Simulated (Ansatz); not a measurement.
**Single-point calculation, with input and output: Al₁₄₄N₁₄₄ (part 2 of 3)**

The same run, continued: Al₁₄₄N₁₄₄ (288 atoms in the cell); DFT, r2SCAN, PAW, plane waves (Ansatz 0.2.0); cutoff 500 eV, 1×1×1 k-mesh, Fermi–Dirac smearing of 0.01 eV. The structure was built on a prototype by a generator.

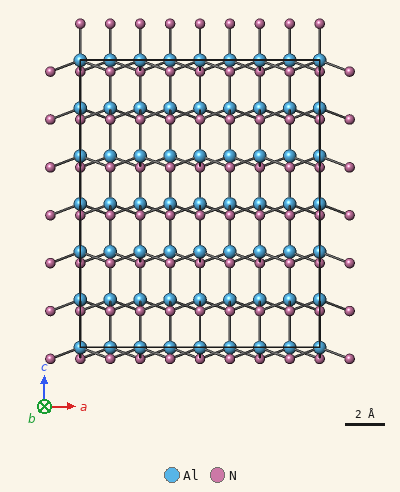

The structure (ball-and-stick view of the cell of the calculation, along the b axis; bonded neighbours outside the cell are drawn too).

What the program printed
```
Pseudopotentials: kind: paw
Functional definition: r2SCAN
  parameter k0 = 0.174
  parameter k1 = 0.065
  parameter a1 = 4.9479
  exchange = r2scan_x(k0 = k0, k1 = k1, a1 = a1)
  correlation = r2scan_c
Crystal: 288 atoms, lattice volume = 3012.909 Å³
Basis set: ecut = 500 eV, 76433 PW (Γ), exchange–correlation on 384×480×480 points (64 copies of the dense FFT grid, shifted against one another)
Bands: 864, of which v1, the nominal top of the filled ones, is band 576 counted from 1 (575 counted from 0)
Symmetry: 1 space group operations
k-points: 1
Non-local potential: Al, projectors of the file, l = 0: 2, l = 1: 2, l = 2: 1
Non-local potential: N, projectors of the file, l = 0: 2, l = 1: 2, l = 2: 1
PAW form: soft (Blöchl's): semilocal exchange-correlation on the pseudo side does not see the compensation charge
PAW frozen core: Al, regenerated for the run's functional (the file was generated under x = pbe(κ = 0.804, μ = 0.2195149727645171), c = pbe(β = 0.06672455060314922))
PAW frozen core: N, regenerated for the run's functional (the file was generated under x = pbe(κ = 0.804, μ = 0.2195149727645171), c = pbe(β = 0.06672455060314922))
PAW one-centre angular grid: Al, 302 points (default); XC on 160 Gauss nodes
PAW one-centre angular grid: N, 302 points (default); XC on 160 Gauss nodes
Initial density: superposition of atomic densities (neutral atoms: chi_scale 0, normalization atom), corrected by the library's trained network
Initial wavefunctions: pseudopotential atomic-orbital guess
Functional: x = r2scan, c = r2scan; τ floored in thin density (d = 2e-4 eV/Å³)
SCF iter   1: F=—  HF=-133691.679515 eV  |F-HF|=—  |Δ(HF+E_count)|=         —  Δρ=6.65e-3  dr2=1.31e0  dr2_τ=2.23e1  ethr=1.77e-3  ⟨swp⟩=6.0  Hψ=3968  notcnv=0  defer=113
preconditioner: auto → Resta (q_TF=auto, 2.324 Å⁻¹)  ε∞=3.6  [insulator: Δε(μ)=5.260 eV  Ē_g=14.186 eV  σ=0.010 eV  W_gap=1.00  n_scr=636 (ndim 8)  ℏωp=23.0 eV  f_vac=0.000  D(μ)=0.00/eV (n_scr^D=0)  ε∞_Penn≈3.6]
SCF iter   2: F=—  HF=-133701.892868 eV  |F-HF|=—  |Δ(HF+E_count)|=    1.02e1  Δρ=4.96e-3  dr2=5.60e-1  dr2_τ=1.36e-2  ethr=1.14e-4  ⟨swp⟩=3.0  Hψ=1588  notcnv=0  defer=279
SCF iter   3: F=—  HF=-133701.806233 eV  |F-HF|=—  |Δ(HF+E_count)|=   8.66e-2  Δρ=1.29e-3  dr2=4.66e-2  dr2_τ=2.43e-3  ethr=4.86e-5  ⟨swp⟩=3.0  Hψ=1169  notcnv=0  defer=279
SCF iter   4: F=—  HF=-133701.803465 eV  |F-HF|=—  |Δ(HF+E_count)|=   2.77e-3  Δρ=3.04e-4  dr2=3.42e-3  dr2_τ=3.41e-4  ethr=4.05e-6  ⟨swp⟩=2.0  Hψ=1168  notcnv=0  defer=279
SCF iter   5: F=—  HF=-133701.803376 eV  |F-HF|=—  |Δ(HF+E_count)|=   8.90e-5  Δρ=8.09e-5  dr2=1.77e-4  dr2_τ=9.48e-6  ethr=2.97e-7  ⟨swp⟩=3.0  Hψ=1528  notcnv=0  defer=279
SCF iter   6: F=—  HF=-133701.802955 eV  |F-HF|=—  |Δ(HF+E_count)|=   4.22e-4  Δρ=1.75e-5  dr2=9.35e-6  dr2_τ=2.31e-7  ethr=1.53e-8  ⟨swp⟩=2.0  Hψ=1159  notcnv=0  defer=279
SCF iter   7: F=—  HF=-133701.802955 eV  |F-HF|=—  |Δ(HF+E_count)|=   3.20e-7  Δρ=3.84e-6  dr2=4.38e-7  dr2_τ=5.36e-8  ethr=8.12e-10  ⟨swp⟩=3.0  Hψ=1161  notcnv=0  defer=279
SCF iter   8: F=-133701.802955 eV  HF=-133701.802955 eV  |F-HF|=3.41e-9  |Δ(HF+E_count)|=   6.77e-8  Δρ=4.97e-7  dr2=6.41e-9  dr2_τ=4.40e-10  ethr=8.68e-12  ⟨swp⟩=15.0  Hψ=5541  notcnv=0
SCF 1 converged in 8 iterations: F = -133701.802955 eV  dr2 = 6.41e-9
  greatest PAW one-centre occupation: 0.794 electrons in one spin orbital (limit 2), on the N atom at site 144 (counted from 0), in its partial waves of l = 0
```

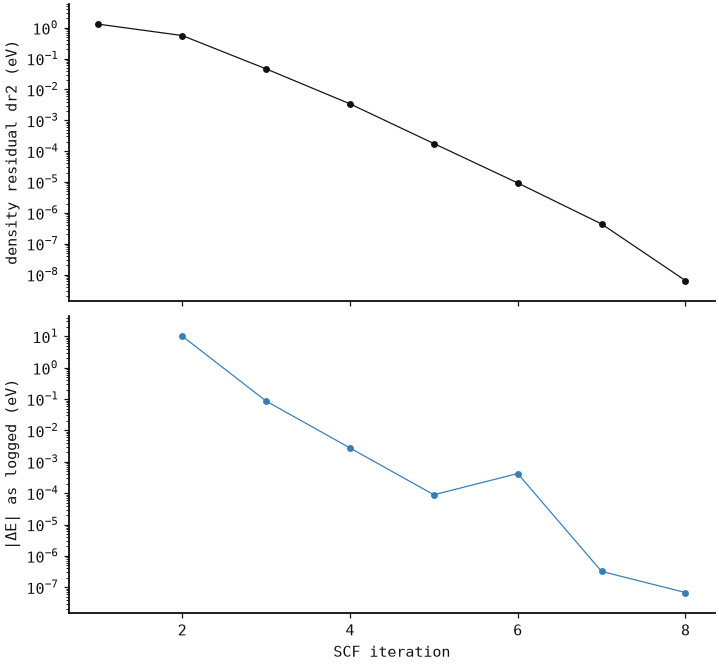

Convergence of the self-consistent field: density residual dr2 and size of the energy change against the SCF iteration. The residual falls at every step.

```
NSCF: frozen V_eff on 1 k-points
SCF converged after 8 iterations
Free energy (F): -133701.802955 eV
Harris-Foulkes:  -133701.802955 eV  (|F-HF|=3.41e-9)
Internal energy: -133701.802955 eV  (E = F + TS)
E sigma→0 (E₀):  -133701.802955 eV
Fermi energy:    9.437042 eV
--- Per-component energies (eV) ---
  E_band       = 1612.356564
  E_kinetic    = 23101.779609
  E_local      = -32379.287748  (includes V_loc(G=0)·N_el)
  E_nonlocal   = 7805.301946
  E_hartree    = 11350.729568
  E_xc         = -14232.343594
  E_vxc        = -17156.807215  (∫ρ·V_xc dr)
  E_paw        = -86749.481791  (= ΣΔE_a)
  E_vpaw       = -3381.713021  (= ΣTr[D̂ρ^β])
  E_aug_tail   = 0.002790  (compensation charges beyond the density's cutoff)
  E_vtau       = 921.612363  (kinetic-family band-sum trace: ∫τ·v_τ [+ j·A + Jᵃ·Aᵃ] dr)
  E_ewald      = -42585.590874
  E_core_change = -12.912859  (= ΣΔE_core)
  E_smearing   = -0.000000  (= −TS)
  E_closure    = -0.000000  (closes the sum)
  Σ components = -133701.802955   (vs F -133701.802955, Δ=0.00e0)
--- Forces (eV/Å), atoms counted from 1 ---
  atom   1  Al     0.00002102    -0.00024615     0.01277368
  atom   2  Al     0.00002097    -0.00024598     0.01255069
  atom   3  Al     0.00002098    -0.00024609     0.01275528
  atom   4  Al     0.00002136     0.00008844     0.01276377
  atom   5  Al     0.00002105     0.00008850     0.01254086
  atom   6  Al     0.00002147     0.00008842     0.01274543
  atom   7  Al     0.00002163    -0.00024652     0.01277445
  atom   8  Al     0.00002172    -0.00024633     0.01255118
  atom   9  Al     0.00002172    -0.00024642     0.01275566
  atom  10  Al     0.00002176     0.00008919     0.01276393
  atom  11  Al     0.00002170     0.00008908     0.01254095
  atom  12  Al     0.00002158     0.00008905     0.01274565
  atom  13  Al     0.00002163    -0.00007714     0.01277766
  atom  14  Al     0.00002143    -0.00007735     0.01255486
  atom  15  Al     0.00002144    -0.00007737     0.01275935
  atom  16  Al     0.00002156    -0.00024642     0.01277357
  atom  17  Al     0.00002170    -0.00024649     0.01255065
  atom  18  Al     0.00002199    -0.00024599     0.01275529
  atom  19  Al     0.00002134    -0.00024701     0.01277398
  atom  20  Al     0.00002111    -0.00024660     0.01255115
  atom  21  Al     0.00002135    -0.00024659     0.01275606
  atom  22  Al     0.00002124     0.00008887     0.01276407
  atom  23  Al     0.00002133     0.00008885     0.01254089
  atom  24  Al     0.00002117     0.00008873     0.01274550
  atom  25  Al     0.00002161    -0.00007728     0.01277676
  atom  26  Al     0.00002167    -0.00007759     0.01255378
  atom  27  Al     0.00002146    -0.00007755     0.01275861
  atom  28  Al     0.00002153    -0.00024643     0.01277390
  atom  29  Al     0.00002134    -0.00024630     0.01255103
  atom  30  Al     0.00002091    -0.00024601     0.01275533
  atom  31  Al     0.00002126     0.00008883     0.01276426
  atom  32  Al     0.00002148     0.00008890     0.01254106
  atom  33  Al     0.00002135     0.00008833     0.01274528
  atom  34  Al     0.00002105    -0.00007739     0.01277758
  atom  35  Al     0.00002078    -0.00007711     0.01255401
  atom  36  Al     0.00002107    -0.00007728     0.01275892
  atom  37  Al     0.00002190    -0.00024649     0.01277364
  atom  38  Al     0.00002207    -0.00024678     0.01255046
  atom  39  Al     0.00002181    -0.00024644     0.01275481
  atom  40  Al     0.00002133     0.00008894     0.01276482
  atom  41  Al     0.00002161     0.00008930     0.01254180
  atom  42  Al     0.00002143     0.00008876     0.01274646
  atom  43  Al     0.00002113    -0.00007715     0.01277745
  atom  44  Al     0.00002153    -0.00007731     0.01255442
  atom  45  Al     0.00002147    -0.00007732     0.01275888
  atom  46  Al     0.00002107    -0.00024677     0.01277379
  atom  47  Al     0.00002149    -0.00024652     0.01255088
  atom  48  Al     0.00002159    -0.00024621     0.01275542
  atom  49  Al     0.00002179     0.00008879     0.01276421
  atom  50  Al     0.00002160     0.00008906     0.01254105
  atom  51  Al     0.00002165     0.00008896     0.01274589
  atom  52  Al     0.00002165    -0.00007718     0.01277811
  atom  53  Al     0.00002153    -0.00007737     0.01255474
  atom  54  Al     0.00002151    -0.00007730     0.01275919
  atom  55  Al     0.00002153    -0.00007729     0.01277748
  atom  56  Al     0.00002126    -0.00007764     0.01255430
  atom  57  Al     0.00002149    -0.00007734     0.01275900
  atom  58  Al     0.00002154    -0.00024647     0.01277373
  atom  59  Al     0.00002118    -0.00024663     0.01255054
  atom  60  Al     0.00002118    -0.00024617     0.01275535
  atom  61  Al     0.00002103     0.00008897     0.01276462
  atom  62  Al     0.00002143     0.00008896     0.01254156
  atom  63  Al     0.00002133     0.00008877     0.01274574
  atom  64  Al     0.00002190    -0.00007715     0.01277694
  atom  65  Al     0.00002165    -0.00007733     0.01255412
  atom  66  Al     0.00002168    -0.00007727     0.01275879
  atom  67  Al     0.00002180     0.00008892     0.01276451
  atom  68  Al     0.00002138     0.00008920     0.01254111
  atom  69  Al     0.00002154     0.00008894     0.01274586
  atom  70  Al     0.00002113    -0.00007650     0.01277691
  atom  71  Al     0.00002176    -0.00007690     0.01255386
  atom  72  Al     0.00002141    -0.00007693     0.01275840
  atom  73  Al     0.00016672     0.00012055     0.01275983
  atom  74  Al     0.00016682     0.00012092     0.01277785
  atom  75  Al     0.00016662     0.00012079     0.01255521
  atom  76  Al     0.00016708     0.00012033     0.01275887
  atom  77  Al     0.00016689     0.00012050     0.01277714
  atom  78  Al     0.00016710     0.00012078     0.01255431
  atom  79  Al     0.00016666    -0.00004471     0.01274589
  atom  80  Al     0.00016646    -0.00004505     0.01276420
  atom  81  Al     0.00016686    -0.00004483     0.01254117
  atom  82  Al     0.00016677     0.00028939     0.01275535
  atom  83  Al     0.00016680     0.00028947     0.01277371
  atom  84  Al     0.00016702     0.00028978     0.01255083
  atom  85  Al     0.00016650     0.00012045     0.01275897
  atom  86  Al     0.00016658     0.00012064     0.01277739
  atom  87  Al     0.00016701     0.00012022     0.01255419
  atom  88  Al     0.00016706    -0.00004534     0.01274651
  atom  89  Al     0.00016699    -0.00004574     0.01276484
  atom  90  Al     0.00016671    -0.00004537     0.01254178
  atom  91  Al     0.00016621     0.00028998     0.01275528
  atom  92  Al     0.00016612     0.00029005     0.01277385
  atom  93  Al     0.00016616     0.00029004     0.01255099
  atom  94  Al     0.00016704     0.00012110     0.01275914
  atom  95  Al     0.00016703     0.00012097     0.01277816
  atom  96  Al     0.00016682     0.00012039     0.01255455
  atom  97  Al     0.00016653    -0.00004526     0.01274583
  atom  98  Al     0.00016692    -0.00004525     0.01276444
  atom  99  Al     0.00016643    -0.00004509     0.01254146
  atom 100  Al     0.00016645     0.00012104     0.01275840
  atom 101  Al     0.00016644     0.00012129     0.01277711
  atom 102  Al     0.00016602     0.00012109     0.01255406
  atom 103  Al     0.00016704    -0.00004511     0.01274576
  atom 104  Al     0.00016715    -0.00004555     0.01276393
  atom 105  Al     0.00016731    -0.00004568     0.01254122
  atom 106  Al     0.00016723     0.00028984     0.01275567
  atom 107  Al     0.00016707     0.00029015     0.01277398
  atom 108  Al     0.00016672     0.00029009     0.01255147
  atom 109  Al     0.00016657     0.00012075     0.01275890
  atom 110  Al     0.00016673     0.00012067     0.01277744
  atom 111  Al     0.00016652     0.00012098     0.01255441
  atom 112  Al     0.00016654    -0.00004481     0.01274576
  atom 113  Al     0.00016657    -0.00004502     0.01276428
  atom 114  Al     0.00016716    -0.00004509     0.01254111
  atom 115  Al     0.00016694     0.00028938     0.01275502
  atom 116  Al     0.00016693     0.00028990     0.01277371
  atom 117  Al     0.00016680     0.00028953     0.01255076
  atom 118  Al     0.00016620    -0.00004519     0.01274616
  atom 119  Al     0.00016636    -0.00004568     0.01276407
  atom 120  Al     0.00016608    -0.00004551     0.01254113
  atom 121  Al     0.00016655     0.00028957     0.01275555
  atom 122  Al     0.00016674     0.00028963     0.01277381
  atom 123  Al     0.00016684     0.00028998     0.01255101
  atom 124  Al     0.00016663     0.00012119     0.01275899
  atom 125  Al     0.00016647     0.00012116     0.01277757
  atom 126  Al     0.00016677     0.00012093     0.01255426
  atom 127  Al     0.00016696    -0.00004537     0.01274596
  atom 128  Al     0.00016701    -0.00004544     0.01276457
  atom 129  Al     0.00016657    -0.00004529     0.01254149
  atom 130  Al     0.00016627     0.00029002     0.01275501
  atom 131  Al     0.00016643     0.00029007     0.01277382
  atom 132  Al     0.00016666     0.00029002     0.01255087
  atom 133  Al     0.00016670     0.00012128     0.01275887
  atom 134  Al     0.00016672     0.00012085     0.01277753
  atom 135  Al     0.00016685     0.00012081     0.01255422
  atom 136  Al     0.00016672    -0.00004565     0.01274576
  atom 137  Al     0.00016628    -0.00004532     0.01276415
  atom 138  Al     0.00016660    -0.00004562     0.01254114
  atom 139  Al     0.00016665     0.00029020     0.01275601
  atom 140  Al     0.00016684     0.00029026     0.01277417
  atom 141  Al     0.00016642     0.00029062     0.01255152
  atom 142  Al     0.00016709     0.00028979     0.01275605
  atom 143  Al     0.00016673     0.00028991     0.01277452
  atom 144  Al     0.00016708     0.00028985     0.01255138
  atom 145  N     -0.00004656     0.00004294    -0.01260020
  atom 146  N     -0.00004656     0.00004285    -0.01280206
  atom 147  N     -0.00004648     0.00004292    -0.01279440
  atom 148  N     -0.00004630     0.00004324    -0.01260048
  atom 149  N     -0.00004627     0.00004291    -0.01280218
  atom 150  N     -0.00004633     0.00004288    -0.01279456
  atom 151  N     -0.00004607    -0.00009427    -0.01256593
  atom 152  N     -0.00004628    -0.00009420    -0.01276778
  atom 153  N     -0.00004630    -0.00009426    -0.01275982
  atom 154  N     -0.00004644     0.00022789    -0.01256366
  atom 155  N     -0.00004643     0.00022773    -0.01276546
  atom 156  N     -0.00004641     0.00022776    -0.01275749
  atom 157  N     -0.00004645     0.00004266    -0.01260066
  atom 158  N     -0.00004643     0.00004266    -0.01280212
  atom 159  N     -0.00004665     0.00004284    -0.01279465
  atom 160  N     -0.00004656    -0.00009428    -0.01256586
  atom 161  N     -0.00004643    -0.00009413    -0.01276754
  atom 162  N     -0.00004638    -0.00009421    -0.01275986
  atom 163  N     -0.00004649     0.00022787    -0.01256377
  atom 164  N     -0.00004642     0.00022772    -0.01276542
  atom 165  N     -0.00004651     0.00022785    -0.01275742
  atom 166  N     -0.00004637     0.00004277    -0.01260042
  atom 167  N     -0.00004632     0.00004283    -0.01280196
  atom 168  N     -0.00004626     0.00004284    -0.01279438
  atom 169  N     -0.00004662    -0.00009438    -0.01256601
  atom 170  N     -0.00004665    -0.00009420    -0.01276762
  atom 171  N     -0.00004667    -0.00009429    -0.01276010
  atom 172  N     -0.00004657     0.00004286    -0.01260056
  atom 173  N     -0.00004657     0.00004273    -0.01280216
  atom 174  N     -0.00004636     0.00004290    -0.01279429
  atom 175  N     -0.00004622    -0.00009415    -0.01256601
  atom 176  N     -0.00004630    -0.00009407    -0.01276780
  atom 177  N     -0.00004631    -0.00009427    -0.01275996
  atom 178  N     -0.00004651     0.00022778    -0.01256389
  atom 179  N     -0.00004642     0.00022775    -0.01276544
  atom 180  N     -0.00004641     0.00022785    -0.01275775
  atom 181  N     -0.00004641     0.00004294    -0.01260061
  atom 182  N     -0.00004636     0.00004296    -0.01280223
  atom 183  N     -0.00004635     0.00004285    -0.01279419
  atom 184  N     -0.00004630    -0.00009435    -0.01256593
  atom 185  N     -0.00004629    -0.00009419    -0.01276762
  atom 186  N     -0.00004638    -0.00009420    -0.01275998
  atom 187  N     -0.00004640     0.00022766    -0.01256386
  atom 188  N     -0.00004643     0.00022771    -0.01276539
  atom 189  N     -0.00004632     0.00022779    -0.01275790
  atom 190  N     -0.00004659    -0.00009425    -0.01256588
  atom 191  N     -0.00004646    -0.00009421    -0.01276773
  atom 192  N     -0.00004639    -0.00009427    -0.01276000
  atom 193  N     -0.00004647     0.00022783    -0.01256357
  atom 194  N     -0.00004655     0.00022769    -0.01276543
  atom 195  N     -0.00004646     0.00022770    -0.01275751
  atom 196  N     -0.00004638     0.00004286    -0.01260044
  atom 197  N     -0.00004643     0.00004279    -0.01280214
  atom 198  N     -0.00004651     0.00004298    -0.01279455
  atom 199  N     -0.00004643    -0.00009438    -0.01256594
  atom 200  N     -0.00004659    -0.00009424    -0.01276779
  atom 201  N     -0.00004638    -0.00009428    -0.01276000
  atom 202  N     -0.00004627     0.00022783    -0.01256374
  atom 203  N     -0.00004632     0.00022781    -0.01276548
  atom 204  N     -0.00004635     0.00022783    -0.01275753
  atom 205  N     -0.00004630     0.00004297    -0.01260044
  atom 206  N     -0.00004639     0.00004306    -0.01280178
  atom 207  N     -0.00004631     0.00004316    -0.01279446
  atom 208  N     -0.00004649    -0.00009436    -0.01256603
  atom 209  N     -0.00004632    -0.00009441    -0.01276796
  atom 210  N     -0.00004640    -0.00009438    -0.01275999
  atom 211  N     -0.00004646     0.00022796    -0.01256351
  atom 212  N     -0.00004652     0.00022809    -0.01276526
  atom 213  N     -0.00004641     0.00022773    -0.01275779
  atom 214  N     -0.00004637     0.00022783    -0.01256377
  atom 215  N     -0.00004616     0.00022791    -0.01276533
  atom 216  N     -0.00004630     0.00022783    -0.01275755
  atom 217  N     -0.00014155    -0.00027134    -0.01277880
  atom 218  N     -0.00014151    -0.00027133    -0.01258504
  atom 219  N     -0.00014160    -0.00027124    -0.01278665
  atom 220  N     -0.00014188     0.00005093    -0.01278108
  atom 221  N     -0.00014190     0.00005065    -0.01258781
  atom 222  N     -0.00014184     0.00005051    -0.01278899
  atom 223  N     -0.00014163    -0.00027120    -0.01277882
  atom 224  N     -0.00014176    -0.00027123    -0.01258538
```
